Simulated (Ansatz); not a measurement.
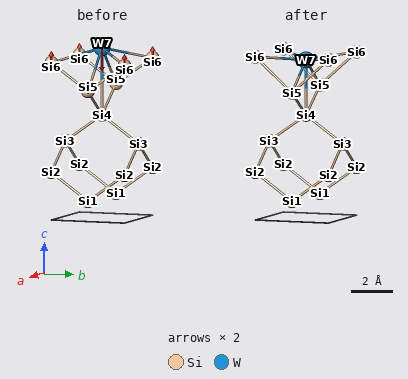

The structure of a slab of composition Si6W (cut from the Fd-3m phase) before (left) and after (right) a constrained relaxation, at one scale. The red arrows give the displacements, 2 times their true length.

A ball-and-stick model of the cell of the calculation, outlined in the plane, without the vacuum, seen slightly off an axis.

Case: W put at a hollow Si-Si site. The slab is the (1 0 0) face of Si with W on it. 3 atoms are held fixed.

All numbers below come from DFT PBEsol, scalar-relativistic, plane waves, PAW (Ansatz). Set-up: plane-wave cutoff 420 eV; k-point mesh 8 × 8 × 1; occupations gaussian; smearing width 0.05 eV; collinear spin; dipole correction; atoms relaxed in a fixed cell; force threshold 0.03 eV/Å; at most 70 steps.

Question: What changed between the two?

Answer: The atom that moves furthest is W7 (0.60 Å along the normal (−c)). By element the largest moves are W 0.60 Å, Si 0.30 Å. The lattice vectors keep their values. Near-neighbour distances that change, for instance: Si4–W7 3.312 → 2.722 Å, Si5–W7 2.738 → 2.394 Å, Si5–Si6 2.337 → 2.569 Å, Si6–W7 2.786 → 2.731 Å. Bond angles that change, for instance: W7–Si5–W7 89.1° → 106.7°, Si5–Si6–W7 133.9° → 117.3°, W7–Si6–W7 154.3° → 168.4°. Over 6 geometry steps the energy falls by 1.185 eV per cell of the calculation. Largest force component: 2 eV/Å at the start, 0.0018 eV/Å at the end. The program noted that the starting moments weren't kept.

Limits of the set-up: the periodic images lie only 3.8 Å apart, so the values are limited by the cell's size.
